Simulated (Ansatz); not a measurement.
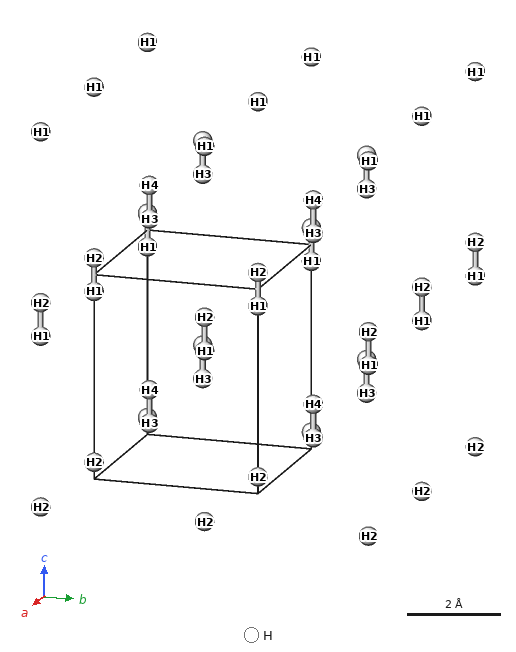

The starting point is solid H (set up in I4/mmm). A ball-and-stick model of the cell of the calculation, repeated 2 × 2 × 2 with one cell outlined, seen slightly off an axis.

Level of theory: DFT PBE, scalar-relativistic, plane waves, PAW in Ansatz 0.2.0. (plane-wave cutoff 420 eV; k-point mesh 6 × 6 × 6; occupations gaussian; smearing width 0.02 eV; no spin polarisation)

The variant: Strain along c alone, −6.0 %, is applied. The other axes are held and the atoms relaxed.

Input file:
```yaml
crystal:
  lattice:
    - [3.709791331, 0.0, 0.0]
    - [0.0, 3.709791331, 0.0]
    - [0.0, 0.0, 4.2969087988]
  atoms:
    - { symbol: H, position: [0.0, 0.0, 0.9144811379] }
    - { symbol: H, position: [0.0, 0.0, 0.0855188621] }
    - { symbol: H, position: [0.5, 0.5, 0.4144811379] }
    - { symbol: H, position: [0.5, 0.5, 0.5855188621] }
basis:
  ecutwfc: 420
kpoints:
  mp_grid: { grid: [6, 6, 6] }
hamiltonian:
  xc: pbe
scf:
  occupations: { method: gaussian, width: 0.02 }
output:
  forces: true
  stress: true
  eigenvalues: true
relax:
  adjacent_minimum: "off"
  f_tol: 0.008
  max_steps: 40
```

Run as
```bash
ansatz run input.yaml --threads 1 --pin off --max-ram 1331MiB --backend cpu --events-out ev --progress --plain --runs-dir out
```

Q: Predict the response.

A: The energy changes by less than 1 meV per atom. The drawn cell changes as follows: a = b unchanged at 3.710 Å, c 4.571 → 4.297 Å (−6.0 %); the volume changes by −6.0 %. The largest moves relative to the cell, 0.022 Å, are those of H1, H2, H3 and H4. H4 goes along +c. The space group stays I4/mmm (No. 139).

The changed structure in the same view:

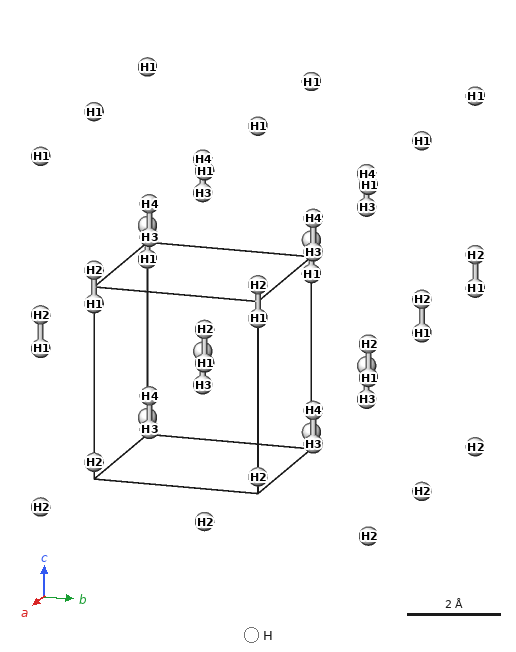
